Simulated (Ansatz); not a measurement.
A structure file:

```
CELL_PARAMETERS angstrom
5.28575 0.00000 0.00000
0.00000 7.33540 0.00000
0.00000 0.00000 8.88172
ATOMIC_POSITIONS crystal
Si 0.00000 0.03546 0.82322
Si 0.50000 0.03546 0.67678
Si 0.00000 0.96454 0.17678
Si 0.50000 0.96454 0.32322
O 0.50000 0.75000 0.29008
O 0.50000 0.25000 0.70992
O 0.75000 0.94702 0.75000
O 0.75000 0.05298 0.25000
O 0.25000 0.05298 0.25000
O 0.25000 0.94702 0.75000
O 0.00000 0.00000 0.00000
O 0.50000 0.00000 0.50000
Si 0.50000 0.53546 0.32322
Si 0.00000 0.53546 0.17678
Si 0.50000 0.46454 0.67678
Si 0.00000 0.46454 0.82322
O 0.00000 0.25000 0.79008
O 0.00000 0.75000 0.20992
O 0.25000 0.44702 0.25000
O 0.25000 0.55298 0.75000
O 0.75000 0.55298 0.75000
O 0.75000 0.44702 0.25000
O 0.50000 0.50000 0.50000
O 0.00000 0.50000 0.00000
```

Question: What does this file describe?

Answer: The solid is SiO2. The lattice is body-centred orthorhombic and the space group Imma (No. 74). Counting shared atoms by their share gives 8 Si, 16 O, or 24 atoms. About every Si there are four O in a tetrahedral arrangement at 1.59 to 1.61 Å. Each O has two Si at 1.59 to 1.61 Å. The bonds build a three-dimensional framework.

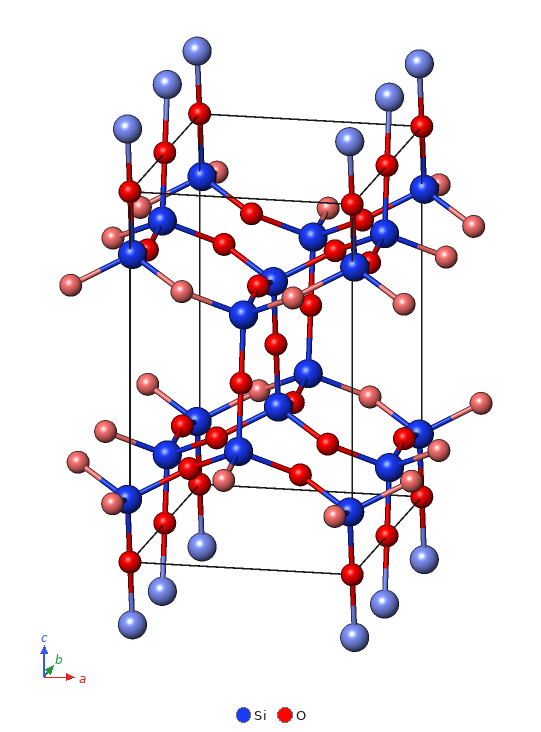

An orthographic ball-and-stick view of the structure, slightly off an axis. The parallelepiped is the conventional unit cell. Periodic images bonded to atoms of the box are shown as well, in fainter colours. Colours: silicon blue, oxygen red.

It goes back to a structure listed in the Materials Project. Earlier steps of the study, as a rule a relaxation of our own, may have changed the cell and positions, so they can lie some per cent off the listed ones. It was run through Ansatz as a DFT input.

At this level of theory the run's own cell isn't at rest (compressed, at 4 GPa), so its distances can differ from those at equilibrium, the more so the softer the solid.
